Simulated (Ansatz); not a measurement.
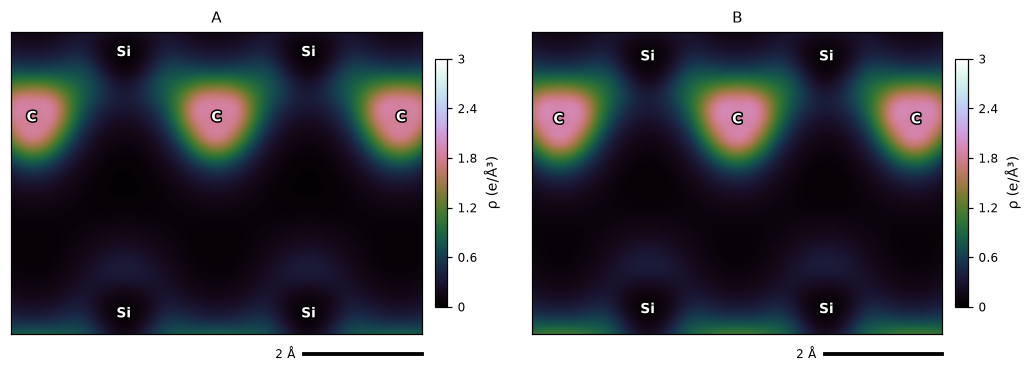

SiC. The valence pseudo-density of two cells that differ in size, on the (11̄0) plane of each (indices in the axes of the calculation cell), at one length scale and on one colour scale; one has 9.9 and the other 11.0 Å³ an atom.

These are results of Ansatz, Kohn-Sham DFT of a periodic cell, BLYP with D4, Ansatz PAW, not measurements.

The larger cell:

```xyz
2
Lattice="0.0000 2.2217 2.2217 2.2217 0.0000 2.2217 2.2217 2.2217 0.0000" Properties=species:S:1:pos:R:3 pbc="T T T"
Si    0.0000    0.0000    0.0000
C     3.3326    3.3326    3.3326
```

The smaller cell: a = 3.040 Å, b = 3.040 Å, c = 3.040 Å, α = 60.00°, β = 60.00°, γ = 60.00°.

Q: Which is the denser cell? Describe the effect of the change.

A: Panel B is the smaller cell, by 9 % in volume. From the larger cell to the smaller, Si–C goes from 1.92 to 1.86 Å, and the density at its midpoint from 0.85 to 0.93 e/Å³; the pressure goes from −12 to 8 GPa; the Kohn–Sham gap goes from 1.7 eV to 1.7 eV.
